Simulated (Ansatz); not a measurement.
# How much does Al in Cu(100), 2x2 scatter?

Wanted: the reflection from a plane of defects, Al in Cu(100), 2x2, and the resistivity it implies.

Method: Ansatz plane-wave DFT, PBE, PAW files; ballistic transport by layer matching (Landauer), zero bias; PAW set soft_1, in the first sound run; inputs show where later runs differ, in Ansatz 0.2.0.

### 1. The structure

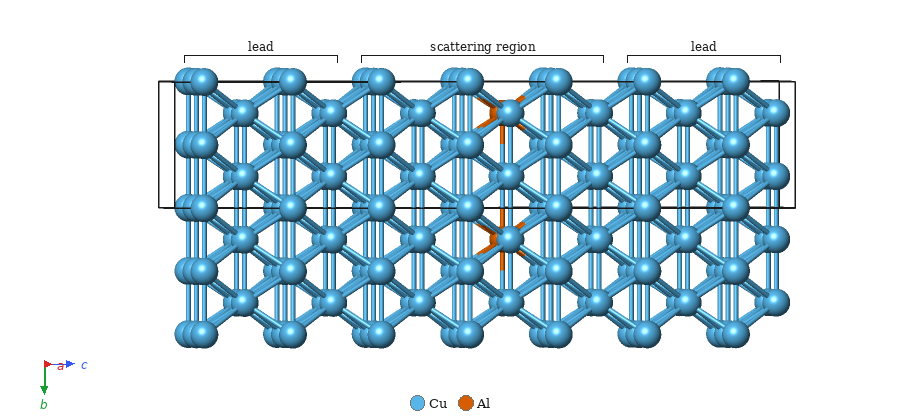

The cell as given, from the side, with the c axis across the page (copper blue, aluminium orange). 1×2×1 cells are drawn. Some periodic images of atoms are drawn too.

The cell holds 56 atoms: 55 Cu and 1 Al. Its edges and angles: a = 5.112 Å, b = 5.112 Å, c = 25.305 Å, α = 90.0°, β = 90.0°, γ = 90.0°. It derives from Cu. Regions: lead, 32 atoms (32 Cu); scattering region, 24 atoms (23 Cu and 1 Al). The structure is stacked along c, and the current runs across the ab planes.

### 2. Transmission at ideal sites

The defect sits in one plane of the supercell, all atoms on ideal sites; the layers about the cell's end are the lead. The mesh across the current, 10×10, is finer than the density's, because channels open and close sharply across the zone. Energies from -0.1 to 0.1 eV in steps of 0.05 eV are too few for the program's thermal sum, so it prints no conductance; for a metal the transmission near the Fermi level serves, at a fraction of the cost.

The input, input.yaml:

```yaml
crystal:
  lattice:
    - [5.1123254594, 0.0, 0.0]
    - [0.0, 5.1123254594, 0.0]
    - [0.0, 0.0, 25.30472]
  atoms:
    - { symbol: Cu, position: [0.0, 0.0, 0.0357142857] }
    - { symbol: Cu, position: [0.0, 0.5, 0.0357142857] }
    - { symbol: Cu, position: [0.5, 0.0, 0.0357142857] }
    - { symbol: Cu, position: [0.5, 0.5, 0.0357142857] }
    - { symbol: Cu, position: [0.25, 0.25, 0.1071428571] }
    - { symbol: Cu, position: [0.25, 0.75, 0.1071428571] }
    - { symbol: Cu, position: [0.75, 0.25, 0.1071428571] }
    - { symbol: Cu, position: [0.75, 0.75, 0.1071428571] }
    - { symbol: Cu, position: [0.0, 0.0, 0.1785714286] }
    - { symbol: Cu, position: [0.0, 0.5, 0.1785714286] }
    - { symbol: Cu, position: [0.5, 0.0, 0.1785714286] }
    - { symbol: Cu, position: [0.5, 0.5, 0.1785714286] }
    - { symbol: Cu, position: [0.25, 0.25, 0.25] }
    - { symbol: Cu, position: [0.25, 0.75, 0.25] }
    - { symbol: Cu, position: [0.75, 0.25, 0.25] }
    - { symbol: Cu, position: [0.75, 0.75, 0.25] }
    - { symbol: Cu, position: [0.0, 0.0, 0.3214285714] }
    - { symbol: Cu, position: [0.0, 0.5, 0.3214285714] }
    - { symbol: Cu, position: [0.5, 0.0, 0.3214285714] }
    - { symbol: Cu, position: [0.5, 0.5, 0.3214285714] }
    - { symbol: Cu, position: [0.25, 0.25, 0.3928571429] }
    - { symbol: Cu, position: [0.25, 0.75, 0.3928571429] }
    - { symbol: Cu, position: [0.75, 0.25, 0.3928571429] }
    - { symbol: Cu, position: [0.75, 0.75, 0.3928571429] }
    - { symbol: Cu, position: [0.0, 0.0, 0.4642857143] }
    - { symbol: Cu, position: [0.0, 0.5, 0.4642857143] }
    - { symbol: Cu, position: [0.5, 0.0, 0.4642857143] }
    - { symbol: Cu, position: [0.5, 0.5, 0.4642857143] }
    - { symbol: Al, position: [0.25, 0.25, 0.5357142857] }
    - { symbol: Cu, position: [0.25, 0.75, 0.5357142857] }
    - { symbol: Cu, position: [0.75, 0.25, 0.5357142857] }
    - { symbol: Cu, position: [0.75, 0.75, 0.5357142857] }
    - { symbol: Cu, position: [0.0, 0.0, 0.6071428571] }
    - { symbol: Cu, position: [0.0, 0.5, 0.6071428571] }
    - { symbol: Cu, position: [0.5, 0.0, 0.6071428571] }
    - { symbol: Cu, position: [0.5, 0.5, 0.6071428571] }
    - { symbol: Cu, position: [0.25, 0.25, 0.6785714286] }
    - { symbol: Cu, position: [0.25, 0.75, 0.6785714286] }
    - { symbol: Cu, position: [0.75, 0.25, 0.6785714286] }
    - { symbol: Cu, position: [0.75, 0.75, 0.6785714286] }
    - { symbol: Cu, position: [0.0, 0.0, 0.75] }
    - { symbol: Cu, position: [0.0, 0.5, 0.75] }
    - { symbol: Cu, position: [0.5, 0.0, 0.75] }
    - { symbol: Cu, position: [0.5, 0.5, 0.75] }
    - { symbol: Cu, position: [0.25, 0.25, 0.8214285714] }
    - { symbol: Cu, position: [0.25, 0.75, 0.8214285714] }
    - { symbol: Cu, position: [0.75, 0.25, 0.8214285714] }
    - { symbol: Cu, position: [0.75, 0.75, 0.8214285714] }
    - { symbol: Cu, position: [0.0, 0.0, 0.8928571429] }
    - { symbol: Cu, position: [0.0, 0.5, 0.8928571429] }
    - { symbol: Cu, position: [0.5, 0.0, 0.8928571429] }
    - { symbol: Cu, position: [0.5, 0.5, 0.8928571429] }
    - { symbol: Cu, position: [0.25, 0.25, 0.9642857143] }
    - { symbol: Cu, position: [0.25, 0.75, 0.9642857143] }
    - { symbol: Cu, position: [0.75, 0.25, 0.9642857143] }
    - { symbol: Cu, position: [0.75, 0.75, 0.9642857143] }
kpoints:
  mp_grid: { grid: [4, 4, 1] }
hamiltonian:
  xc: pbe
  pseudopotentials: { kind: paw, azcp: { folder: soft_1 } }
scf:
  occupations: { method: fermi_dirac, width: 0.1 }
output:
  transmission: { leads: [[0, 4]], kmesh: [10, 10], e_range: [-0.1, 0.1], de: 0.05 }
  write_potential: true
  write_density: true
  volumetric_format: npy
  elf: true
```

Run with:

```console
> ansatz run input.yaml --threads 4 --pin off --max-ram 15360MiB --backend cpu --events-out ev --progress --plain --runs-dir out
```

Numbers of over 12 decimals in the logs are rounded to 6 here.

The program printed:

```text
Engine: ansatz 0.2.0, aarch64-unknown-linux-gnu
Pseudopotentials: kind: paw
Pseudopotential: Cu, paw, valence charge 19, recommended cutoff 420 eV (normal), soft_1/Cu.paw.azcp
Pseudopotential: Al, paw, valence charge 3, recommended cutoff 420 eV (normal), soft_1/Al.paw.azcp
Functional definition: PBE
  parameter kappa = 0.804
  parameter beta = 0.066725
  exchange = pbe_x(kappa = kappa, mu = beta*pi^2/3)
  correlation = pbe_c(beta = beta)
Crystal: 56 atoms, lattice volume = 661.361 Å³
Basis set: ecut = 420 eV, 12885 PW (Γ)
Bands: 629, of which v1, the nominal top of the filled ones, is band 524 counted from 1 (523 counted from 0)
Symmetry: 16 space group operations
Space group: P4/mmm (ITA 123), of the structure as read, at distance tolerance 8.7e-5 Å
k-points: 6 of 16
Non-local potential: Cu, projectors of the file, l = 0: 3, l = 1: 2, l = 2: 3, l = 3: 1
Non-local potential: Al, projectors of the file, l = 0: 2, l = 1: 2, l = 2: 1
PAW form: soft (Blöchl's): semilocal exchange-correlation on the pseudo side does not see the compensation charge
PAW one-centre angular grid: Cu, 590 points (default); XC on 64 Gauss nodes
PAW one-centre angular grid: Al, 110 points (default); XC on 64 Gauss nodes
Initial density: superposition of atomic densities (chi_scale 0.1, normalization cell, long waves kept (reshape's long-wave potential 0.43 eV rms))
Initial wavefunctions: pseudopotential atomic-orbital guess
Functional: x = pbe(κ = 0.804, μ = 0.219515), c = pbe(β = 0.066725)
SCF iter   1: F=—  HF=-364979.291671 eV  |F-HF|=—  |Δ(HF+E_count)|=         —  Δρ=2.80e-1  dr2=6.83e2  ethr=3.10e-3  ⟨swp⟩=4.8  Hψ=11788  notcnv=0  defer=16
preconditioner: auto → Kerker (q_TF=auto, 2.946 Å⁻¹)  [metal: Δε(μ)=0.070 eV  Ē_g=8.982 eV  σ=0.100 eV  W_gap=0.17  n_scr=306 (ndim 8)  ℏωp=35.6 eV  f_vac=0.000  D(μ)=25.03/eV (n_scr^D=184)]
SCF iter   2: F=—  HF=-364934.448750 eV  |F-HF|=—  |Δ(HF+E_count)|=    4.48e1  Δρ=8.31e-2  dr2=2.25e2  ethr=3.10e-3  ⟨swp⟩=2.0  Hψ=7270  notcnv=0  defer=449
SCF iter   3: F=—  HF=-364925.677010 eV  |F-HF|=—  |Δ(HF+E_count)|=    8.77e0  Δρ=5.01e-2  dr2=7.53e1  ethr=3.10e-3  ⟨swp⟩=2.0  Hψ=4457  notcnv=0  defer=459
SCF iter   4: F=—  HF=-364923.035054 eV  |F-HF|=—  |Δ(HF+E_count)|=    2.64e0  Δρ=1.46e-2  dr2=3.37e1  ethr=3.10e-3  ⟨swp⟩=2.0  Hψ=5180  notcnv=0  defer=459
SCF iter   5: F=—  HF=-364923.437414 eV  |F-HF|=—  |Δ(HF+E_count)|=   4.02e-1  Δρ=6.76e-3  dr2=7.72e0  ethr=3.10e-3  ⟨swp⟩=1.3  Hψ=4352  notcnv=0  defer=462
SCF iter   6: F=—  HF=-364923.172464 eV  |F-HF|=—  |Δ(HF+E_count)|=   2.65e-1  Δρ=8.81e-3  dr2=3.17e0  ethr=7.37e-4  ⟨swp⟩=2.0  Hψ=5096  notcnv=0  defer=467
SCF iter   7: F=—  HF=-364923.145443 eV  |F-HF|=—  |Δ(HF+E_count)|=   2.70e-2  Δρ=3.27e-3  dr2=3.71e-1  ethr=3.03e-4  ⟨swp⟩=1.5  Hψ=4018  notcnv=0  defer=461
SCF iter   8: F=—  HF=-364923.134682 eV  |F-HF|=—  |Δ(HF+E_count)|=   1.08e-2  Δρ=9.27e-4  dr2=3.46e-2  ethr=3.54e-5  ⟨swp⟩=1.0  Hψ=3650  notcnv=0  defer=461
SCF iter   9: F=—  HF=-364923.136579 eV  |F-HF|=—  |Δ(HF+E_count)|=   1.90e-3  Δρ=3.31e-4  dr2=1.14e-3  ethr=3.31e-6  ⟨swp⟩=1.0  Hψ=3306  notcnv=0  defer=461
SCF iter  10: F=—  HF=-364923.136690 eV  |F-HF|=—  |Δ(HF+E_count)|=   1.11e-4  Δρ=1.05e-4  dr2=1.40e-4  ethr=1.08e-7  ⟨swp⟩=2.0  Hψ=4969  notcnv=0  defer=461
SCF iter  11: F=—  HF=-364923.136680 eV  |F-HF|=—  |Δ(HF+E_count)|=   1.00e-5  Δρ=8.98e-5  dr2=6.13e-5  ethr=1.34e-8  ⟨swp⟩=2.0  Hψ=6464  notcnv=0  defer=461
SCF iter  12: F=—  HF=-364923.136914 eV  |F-HF|=—  |Δ(HF+E_count)|=   2.34e-4  Δρ=4.18e-5  dr2=3.45e-5  ethr=5.85e-9  ⟨swp⟩=2.0  Hψ=6447  notcnv=0  defer=461
SCF iter  13: F=—  HF=-364923.136913 eV  |F-HF|=—  |Δ(HF+E_count)|=   1.63e-6  Δρ=1.50e-5  dr2=7.73e-6  ethr=3.29e-9  ⟨swp⟩=2.3  Hψ=4594  notcnv=0  defer=461
SCF iter  14: F=—  HF=-364923.136912 eV  |F-HF|=—  |Δ(HF+E_count)|=   2.76e-7  Δρ=9.54e-6  dr2=3.05e-6  ethr=7.38e-10  ⟨swp⟩=1.8  Hψ=3602  notcnv=0  defer=461
SCF iter  15: F=—  HF=-364923.136912 eV  |F-HF|=—  |Δ(HF+E_count)|=   9.19e-8  Δρ=5.70e-6  dr2=5.57e-7  ethr=2.91e-10  ⟨swp⟩=2.0  Hψ=4138  notcnv=0  defer=461
SCF iter  16: F=-364923.136912 eV  HF=-364923.136912 eV  |F-HF|=8.07e-8  |Δ(HF+E_count)|=   3.02e-8  Δρ=2.37e-6  dr2=8.91e-8  ethr=9.54e-12  ⟨swp⟩=6.0  Hψ=14517  notcnv=0
SCF 1 converged in 16 iterations: F = -364923.136912 eV  dr2 = 8.91e-8
  greatest PAW one-centre occupation: 1.000 electrons in one spin orbital (limit 2), on the Cu atom at site 31 (counted from 0), in its partial waves of l = 0
transmission: 87 of 840 steps passed
transmission: 171 of 840 steps passed
[...]
transmission: 840 of 840 steps passed
SCF converged after 16 iterations
Free energy (F): -364923.136912 eV
Harris-Foulkes:  -364923.136912 eV  (|F-HF|=8.07e-8)
Internal energy: -364922.356083 eV  (E = F + TS)
E sigma→0 (E₀):  -364922.746498 eV
Entropy (-TS):   -0.780829 eV (-13.943 meV/atom)
Fermi energy:    16.320486 eV
--- Per-component energies (eV) ---
  E_band       = -20266.261211
  E_kinetic    = 14424.930835
  E_local      = -253217.192383  (includes V_loc(G=0)·N_el)
  E_nonlocal   = 48936.378121
  E_hartree    = 107638.768243
  E_xc         = -3837.301046
  E_vxc        = -4935.724490  (∫ρ·V_xc dr)
  E_paw        = -100279.127712  (= ΣΔE_a)
  E_vpaw       = -40752.262792  (= ΣTr[D̂ρ^β])
  E_aug_tail   = 0.056559  (compensation charges beyond the density's cutoff)
  E_ewald      = -178588.868701
  E_smearing   = -0.780829  (= −TS)
  E_closure    = 0.000000  (closes the sum)
  Σ components = -364923.136912   (vs F -364923.136912, Δ=0.00e0)
--- Band table (eV; the first three rows and the last of 6) ---
  k-point 0: bands = [... 520 lower, 15.7693, 15.7887, 15.8691, 15.8732, 15.8877, 15.8877, 15.9476, 15.9486, ... 101 higher]
  k-point 1: bands = [... 520 lower, 16.1447, 16.1915, 16.2029, 16.2504, 16.2617, 16.3772, 16.3784, 16.4525, ... 101 higher]
  k-point 2: bands = [... 520 lower, 16.6049, 16.6219, 16.6406, 16.6462, 16.7116, 16.7266, 16.7396, 16.7482, ... 101 higher]
  k-point 5: bands = [... 520 lower, 15.5031, 15.5031, 15.5278, 16.3898, 16.4165, 16.4165, 16.4188, 16.4580, ... 101 higher]
--- Transmission ---
  basis      : 225 plane waves across, 40 finite elements along
  points     : 21, standing for a mesh of 10 x 10
  energies   : 5 from -0.100000 to 0.100000 eV about the Fermi level, 0.050000 eV apart; the leads are filled to 0.000000 eV, and channels, transmission and decay are at 0.000000 eV
  crystal 0  : Cu4, at the sites [0, 4], period 1.8075 Å, over 23.50 Å; its Hamiltonian steps by up to 0.8 meV
    offset         : up to 0.0000 Å between an atom of the period and one for which it stands
    channels       : 3.650000e0 a spin
    conductance    : none, the energies end too early or step too widely for 300 K: set another output.transmission.e_range or a lower de, or, where they end at an eighth of basis.ecutwfc, a higher one
  junction   : crystal 0 to crystal 0, 1.11 to 24.61 Å
    transmission   : 3.189327e0 a spin
    conductance    : none, the energies end too early or step too widely for 300 K: set another output.transmission.e_range or a lower de, or, where they end at an eighth of basis.ecutwfc, a higher one
```

Wall time 5.2 min (4 threads of Arm Neoverse V1, shared host); peak memory 7.3 GiB.

This step gave:

```
free energy                                    : -364923.1369 eV
energy at zero smearing                        : -364922.7465 eV
Fermi energy                                   : 16.32 eV
cell area                                      : 26.14 Å²
transmission per spin nearest the Fermi level  : 3.189
open channels per spin nearest the Fermi level : 3.65
step of the lead's potential                   : 0.8 meV
```

Per spin. Transmission, zone mean against energy, zero at the Fermi level:

```tsv
energy (eV)	transmission, zone mean
-0.1000	3.23
-0.0500	3.21
0.0000	3.19
0.0500	3.22
0.1000	3.22
```

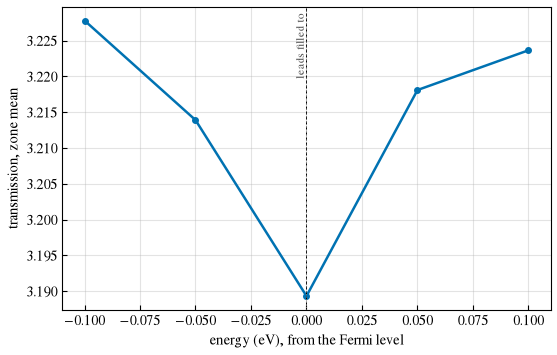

Transmission, zone mean against energy.

Per spin. The open channels, zone mean, lead by energy, zero at the Fermi level:

```tsv
energy (eV)	open channels, zone mean, lead
-0.1000	3.57
-0.0500	3.57
0.0000	3.65
0.0500	3.65
0.1000	3.65
```

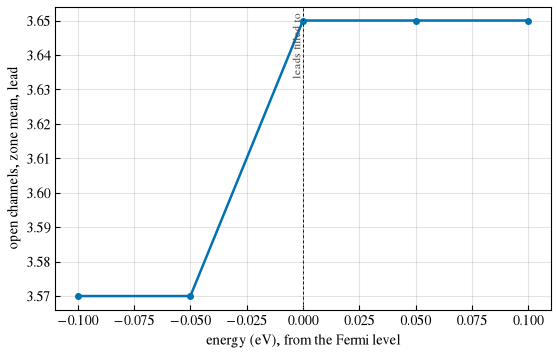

Open channels, zone mean, lead, plotted against energy.

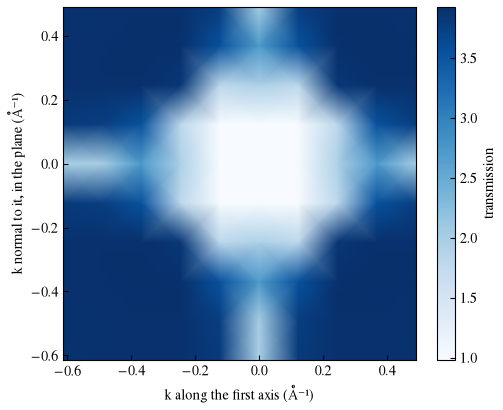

Transmission over k1 and k2. At 0.0000 eV from the Fermi level.

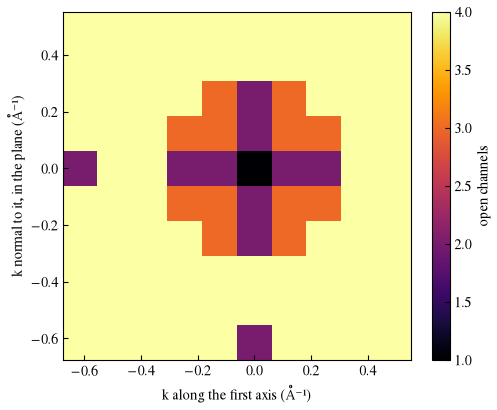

Open channels over k1 and k2. At 0.0000 eV from the Fermi level.

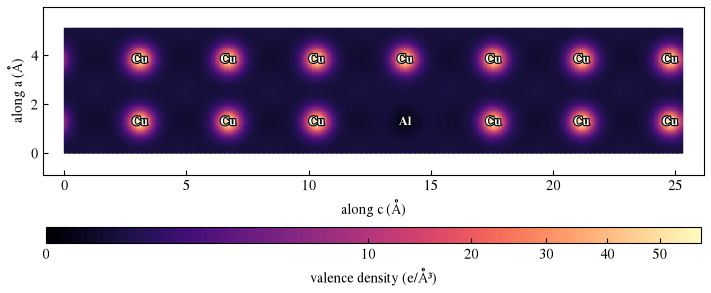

Valence density in the ca plane at fractional y = 0.250, with atoms of Cu and Al within 0.2 Å of it. It is the smooth field of the valence electrons, not physical close to the nuclei. The colour scale is stretched toward low values.

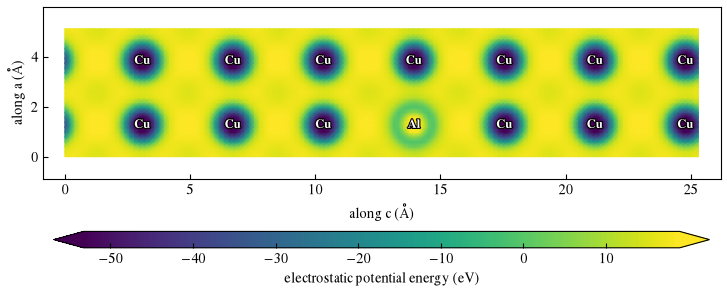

Electrostatic potential energy in the ca plane at fractional y = 0.250, with atoms of Cu and Al within 0.2 Å of it. With pseudopotentials it is smooth inside the atoms' cores, unlike the true potential.

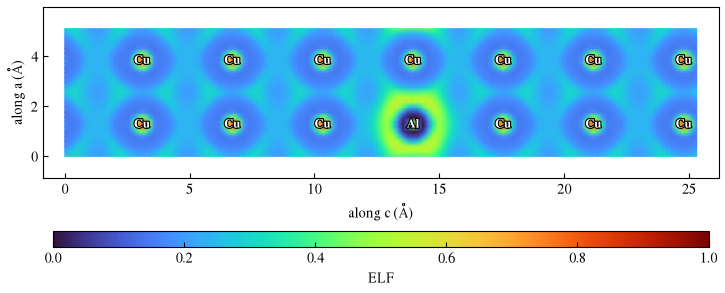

ELF in the ca plane at fractional y = 0.250, with atoms of Cu and Al within 0.2 Å of it. It is the smooth field of the valence electrons, not physical close to the nuclei.

Over the solved energies the transmission per spin lies between 3.19 and 3.23, out of 3.62 channels of the lead on average (up to 3.65).

### 3. Resistance at ideal sites

This step: Ansatz plane-wave DFT, PBE, PAW files; ballistic transport by layer matching (Landauer), zero bias; area resistance of the defect plane and resistivity an atomic per cent; PAW set soft_1 (Ansatz 0.2.0).

Numbers from this step:

* area resistance: 0.1208 fΩ m²
* T over the leads' mean channel count: 0.8851
* resistivity per at.% scaled from this dense plane, with the factor 3/4 for isotropic scattering: 2.005 µΩ cm

Averaged over the energies near the Fermi level, 88.5 % of the channels pass, which makes 0.121 fΩ m².

By hand, with T and the leads' channels N averaged over the energies near the Fermi level: RA = A (h/2e²)(1/T − 1/N) = 26.14×10⁻²⁰ m² × 12 906 Ω × (1/3.207 − 1/3.623) = 0.121 fΩ m². Per atomic per cent: RA × A / V_atom × 0.01 × 3/4 = 2.01 µΩ cm, with the host's V_atom = 11.81 Å³.

(Part 1 of 3 ends here.)

[Logs are printed without paths, hosts, clocks, repeated set-up lines and the standing remarks that a program may print on its own settings, such as how far it seeks lower states.]

[Hosts, paths, dates, database ids (printed as entryN), source tags and the programs' standing remarks are cut or masked in the printed files.]
